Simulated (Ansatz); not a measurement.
# Sc: 8 runs along one coordinate

System: Sc (P6₃/mmc, 2 atoms in the cell).
Method: DFT PBE, scalar-relativistic, plane waves, PAW, no spin polarisation (Ansatz 0.2.0).

The 8 runs differ only in the geometry, by a strain of the cell at fixed fractional positions. Against run 5, the strain is εzz = η. The structure derives from an entry of the Crystallography Open Database.

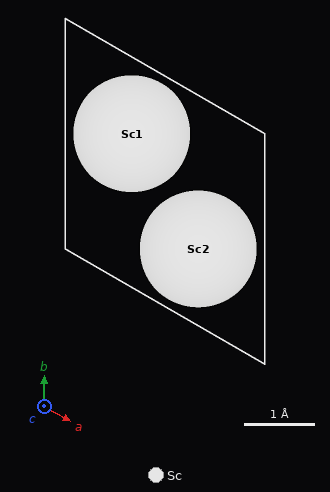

Figure 1. The structure of run 5 (spheres-only view of the cell of the calculation, along the c axis; atoms are numbered from 1 in the order of the input). An atom can appear more than once, as a periodic image.

## Input of run 5
```yaml
crystal:
  lattice:
    - [3.3087978973, 0.0, 0.0]
    - [-1.6543989486, 2.865503035, 0.0]
    - [0.0, 0.0, 5.29434]
  atoms:
    - { symbol: Sc, position: [0.3333333333, 0.6666666667, 0.25] }
    - { symbol: Sc, position: [0.6666666667, 0.3333333333, 0.75] }
basis:
  ecutwfc: 420
kpoints:
  mp_grid: { grid: [18, 18, 10] }
hamiltonian:
  xc: pbe
scf:
  occupations: { method: gaussian, width: 0.15 }
output:
  forces: true
  stress: true
  eigenvalues: true
```

Command:
```bash
ansatz run input.yaml --threads 1 --pin off --max-ram 2560MiB --backend cpu --events-out ev --progress --plain --runs-dir out
```

Run 2 differs from it as follows:
```diff
-    - [0.0, 0.0, 5.29434]
+    - [0.0, 0.0, 5.18898]
```

## Results, with one run withheld

| run | strain parameter η (%) | free energy per atom, from the lowest run given (meV) | pressure (GPa) |
| --- | --- | --- | --- |
| 1 | −2.4876 | 0.00 | 0.42 |
| 2 | −1.9900 | ? | ? |
| 3 | −1.4925 | 0.32 | −0.11 |
| 4 | −0.9950 | 1.05 | −0.37 |
| 5 | 0.0000 | 3.63 | −0.86 |
| 6 | 0.4975 | 5.45 | −1.10 |
| 7 | 1.2438 | 8.80 | −1.44 |
| 8 | 1.4925 | 10.08 | −1.55 |

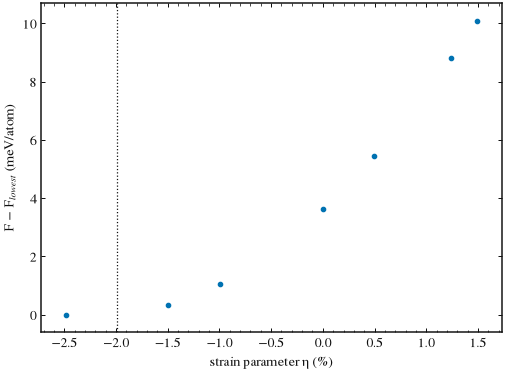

Figure 2. Free energy per atom of the runs given; the dotted line marks run 2.

What should run 2 give?

A cubic polynomial in the coordinate, fitted to the 7 runs given, misses them by under 0.01 meV per atom. With x = η + 0.2488, it reads F = 2.8523 + 2.9525 x + 0.71513 x² − 0.015508 x³ (meV per atom). At run 2 it gives −0.04 meV per atom, and the run itself gives −0.04. The fit has its minimum at η = −2.1905 %.

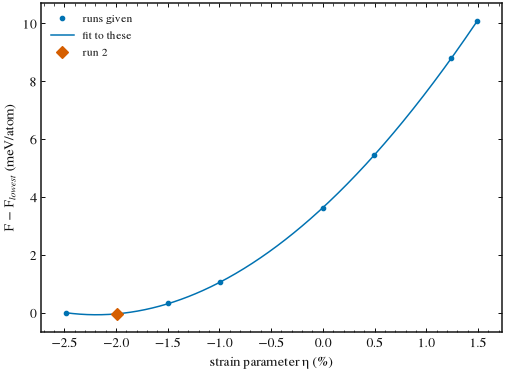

Figure 3. The fit and the withheld run.

## Output, shortened to warnings, some set-up lines, iterations and results (run 2)
```
Basis set: ecut = 420 eV, 965 PW (Γ), exchange–correlation on 48×48×72 points (8 copies of the dense FFT grid, shifted against one another)
Symmetry: 24 space group operations
k-points: 222 of 3240
Initial density: superposition of atomic densities (neutral atoms: chi_scale 0, normalization atom), corrected by the library's trained network
[...]
SCF iter   1: F=—  HF=-4271.641182 eV  |F-HF|=—  |Δ(HF+E_count)|=         —  Δρ=2.01e-3  dr2=1.91e-3  ethr=1.77e-3  ⟨swp⟩=3.1  Hψ=13073  notcnv=0
SCF iter   2: F=—  HF=-4271.640570 eV  |F-HF|=—  |Δ(HF+E_count)|=   6.12e-4  Δρ=1.23e-3  dr2=8.08e-4  ethr=8.67e-6  ⟨swp⟩=1.2  Hψ=5370  notcnv=0
SCF iter   3: F=—  HF=-4271.640586 eV  |F-HF|=—  |Δ(HF+E_count)|=   1.59e-5  Δρ=1.24e-4  dr2=7.06e-6  ethr=3.67e-6  ⟨swp⟩=2.0  Hψ=3992  notcnv=0
SCF iter   4: F=—  HF=-4271.640541 eV  |F-HF|=—  |Δ(HF+E_count)|=   4.48e-5  Δρ=2.73e-5  dr2=2.97e-7  ethr=3.21e-8  ⟨swp⟩=2.4  Hψ=5601  notcnv=0
SCF iter   5: F=-4271.640541 eV  HF=-4271.640541 eV  |F-HF|=2.51e-9  |Δ(HF+E_count)|=   1.78e-8  Δρ=5.15e-6  dr2=5.74e-9  ethr=1.35e-9  ⟨swp⟩=2.0  Hψ=5459  notcnv=0
SCF iter   6: F=-4271.640541 eV  HF=-4271.640541 eV  |F-HF|=1.03e-10  |Δ(HF+E_count)|=   3.46e-9  Δρ=7.74e-7  dr2=1.79e-10  ethr=2.61e-11  ⟨swp⟩=1.0  Hψ=10130  notcnv=0
SCF 1 converged in 6 iterations: F = -4271.640541 eV  dr2 = 1.79e-10
SCF converged after 6 iterations
Free energy (F): -4271.640541 eV
Harris-Foulkes:  -4271.640541 eV  (|F-HF|=1.03e-10)
Internal energy: -4271.593633 eV  (E = F + TS)
E sigma→0 (E₀):  -4271.617087 eV
Entropy (-TS):   -0.046908 eV (-23.454 meV/atom)
Fermi energy:    9.277876 eV
--- Per-component energies (eV) ---
  E_band       = -336.933784
  E_kinetic    = 520.629936
  E_local      = -1685.074902  (includes V_loc(G=0)·N_el)
  E_nonlocal   = 166.435097
  E_hartree    = 575.318305
  E_xc         = -208.087184
  E_vxc        = -257.525813  (∫ρ·V_xc dr)
  E_paw        = -1910.936660  (= ΣΔE_a)
  E_vpaw       = -232.034279  (= ΣTr[D̂ρ^β])
  E_aug_tail   = 0.000021  (compensation charges beyond the density's cutoff)
  E_ewald      = -1729.878245
  E_smearing   = -0.046908  (= −TS)
  E_closure    = -0.000000  (closes the sum)
  Σ components = -4271.640541   (vs F -4271.640541, Δ=0.00e0)
--- Forces (eV/Å), atoms counted from 1 ---
  atom   1  Sc     0.00000000    -0.00000000     0.00000000
  atom   2  Sc     0.00000000     0.00000000     0.00000000
  max |Σ_I F_I| component: 1.85e-17 eV/Å
--- Stress (GPa, compression-positive) ---
        0.327892      -0.000000       0.000000
       -0.000000       0.327892       0.000000
        0.000000       0.000000      -0.205816
  P = ⅓ Tr σ = 0.1500 GPa (1.500 kbar)
```
